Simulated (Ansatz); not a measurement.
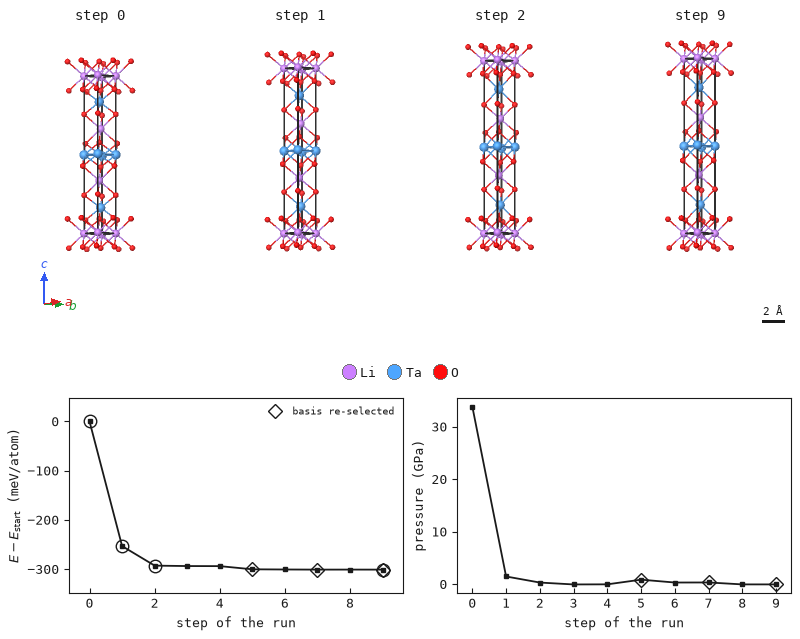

Frames of a relaxation of crystalline LiTaO$_{2}$ (built on the layered alpha-NaFeO2 type) (coarse preliminary run), marked on the history of the run. The picture is a ball-and-stick view of the conventional cell (3 times the calculation's cell), seen from a free direction. Lengths and directions refer to the drawn axes.

Method: DFT PBE, scalar-relativistic, plane waves, PAW (Ansatz 0.2.0). Set-up: plane-wave cutoff 420 eV; k-point mesh 6 × 6 × 6; occupations gaussian; smearing width 0.1 eV; no spin polarisation; cell and atoms relaxed; force threshold 0.05 eV/Å; at most 80 steps.

Describe the path.

Answer. The largest moves relative to the cell, 0.17 Å, are those of O atoms. Ta and Li stay in place. The volume changes by +4.9 %, with a 2.958 → 2.876 Å (−2.8 %), b 2.958 → 2.875 Å (−2.8 %), c 14.630 → 16.235 Å (+11.0 %). Among the contacts that change: Li–Ta 2.977 → 3.175 Å, O–Ta 2.040 → 2.176 Å, Ta–Ta 2.958 → 2.875 Å, Li–O 2.160 → 2.108 Å. Bond angles that change, for instance: Ta–O–Ta 92.9° → 82.7°, Li–O–Ta 90.2° → 95.6°, Li–O–Ta 175.4° → 177.8°. The space group stays R-3m (No. 166). After 6 accepted moves (9 points after the start) the energy has fallen by 301 meV per atom. The largest force component goes from 4.6 to 0.0026 eV/Å. Pressure: 33.83 GPa at the start and −0.03 GPa at the end. The SCF was repeated 3 times at an unchanged geometry on a basis and grid sized afresh for the cell, which shifted the energy by 6.4 meV per atom at most. From step 0 to 1: O atoms move most (0.13 Å), volume +5.2 %, energy −253 meV per atom. From step 1 to 2: O atoms move most (0.06 Å), volume −2.0 %, energy −39.7 meV per atom. From step 2 to 9: O atoms move most (0.03 Å), volume +1.7 %, energy −8.1 meV per atom.

| step | E − E(0), meV/atom | largest force component, eV/Å | pressure, GPa | volume, Å³/atom | note |
| --- | --- | --- | --- | --- | --- |
| 0 | 0.00 | 4.6206 | 33.83 | 9.238 |  |
| 1 | -253.08 | 0.9264 | 1.48 | 9.720 |  |
| 2 | -292.74 | 0.2812 | 0.32 | 9.526 |  |
| 3 | -293.61 | 0.0442 | -0.04 | 9.616 |  |
| 4 | -293.77 | 0.0013 | -0.02 | 9.610 |  |
| 5 | -300.21 | 0.0003 | 0.87 | 9.610 | same geometry, new basis |
| 6 | -300.60 | 0.0100 | 0.32 | 9.666 |  |
| 7 | -300.85 | 0.0099 | 0.34 | 9.666 | same geometry, new basis |
| 8 | -300.79 | 0.0023 | -0.03 | 9.688 |  |
| 9 | -300.86 | 0.0026 | -0.03 | 9.688 | same geometry, new basis |
